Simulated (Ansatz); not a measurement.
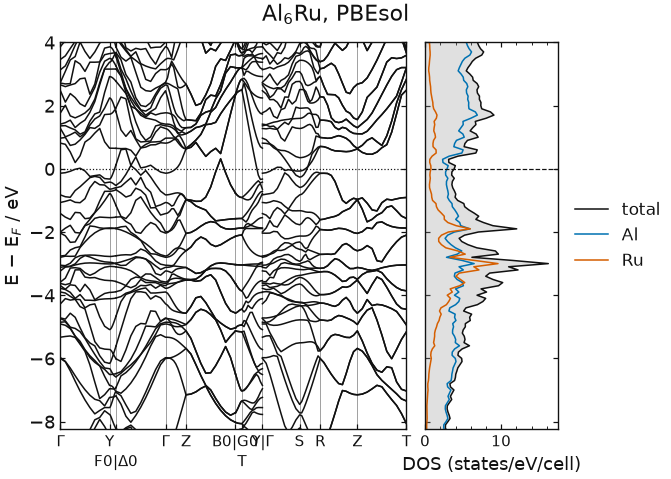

Band structure and density of states. Energies are counted from the Fermi level. The partial curves are projected on Löwdin-orthogonalised atomic shells.

System: Al6Ru, space group Cmcm (No. 63), 14 atoms in the cell.

```xyz
14
Lattice="3.7266 -3.2676 0.0000 3.7266 3.2676 0.0000 0.0000 0.0000 8.9409" Properties=species:S:1:pos:R:3 pbc="T T T"
Al    2.3823    0.0000    0.0000
Al    5.0710    0.0000    4.4704
Al    5.0710    0.0000    0.0000
Al    2.3823    0.0000    4.4704
Al    3.7266   -2.3332    0.8800
Al    3.7266    2.3332    5.3504
Al    3.7266   -2.3332    3.5904
Al    3.7266    2.3332    8.0609
Al    2.3830    1.9486    2.2352
Al    5.0703   -1.9486    6.7056
Al    5.0703    1.9486    2.2352
Al    2.3830   -1.9486    6.7056
Ru    3.7266   -0.2325    2.2352
Ru    3.7266    0.2325    6.7056
```

Computed with Ansatz: DFT PBEsol, scalar-relativistic, plane waves, PAW, no spin polarisation, 8×8×4 k mesh, 420 eV cutoff, Gaussian smearing of 0.1 eV.

> Does this material conduct, going by its bands?

A metal: bands cross the Fermi level along this path.

> What is the density of states at the Fermi level?

The density of states at the Fermi level is about 3.6 per eV and cell (mean within 0.25 eV), or 0.26 per atom.

> Which levels at Γ lie nearest to the Fermi level?

At Γ the nearest levels lie 0.14 eV below and 0.81 eV above the Fermi level.

> Where is the tallest peak in the window, and which states make it?

The tallest peak in the window is at −3.0 eV; by projected weight it is Ru (60 %) and Al (40 %).

> What carries the states at the Fermi level?

By projected weight, the states within 0.3 eV of the Fermi level are Al (80 %) and Ru (20 %).
